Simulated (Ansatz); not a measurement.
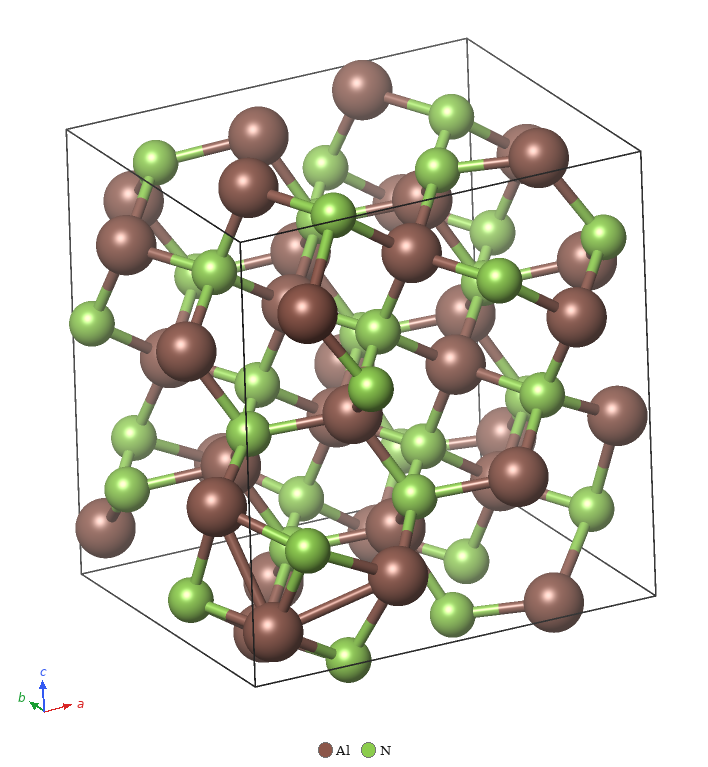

Crystal structure, ball-and-stick style, seen slightly off an axis. Lines trace the edges of the simulation cell.

What is this?

It has the composition Al25N24. The symmetry is that of R3 (No. 146), on a rhombohedral (trigonal R) lattice. The cell comprises 1 formula unit: 25 Al, 24 N. Counting atoms within bonding range gives coordination numbers of Al 4 to 9 (mean 4.4) and N 4 to 5 (mean 4.1). The bonds build a three-dimensional framework.

The model was built from a structure listed in the Materials Project, repeated into a supercell with a point defect put in. The atoms were relaxed in a fixed cell with Ansatz, DFT PBE, scalar-relativistic, plane waves, PAW.
